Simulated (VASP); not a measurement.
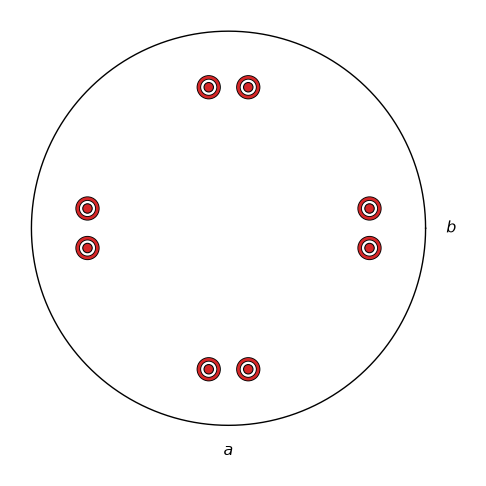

Stereographic projection: filled dots lie in the upper hemisphere, open rings in the lower. The c axis points at the viewer. The poles are all faces of one general form. Computed from the symmetry operations of a computed or model structure of composition Si.

Question: Which point group is this?

Answer: 4/mmm (D4h), order 16, tetragonal system: one fourfold axis, four twofold axes, five mirror planes, an inversion centre.

Question: Can such a crystal be piezoelectric, pyroelectric or chiral?

Answer: It is centrosymmetric, so neither piezoelectric nor pyroelectric; it is not chiral.
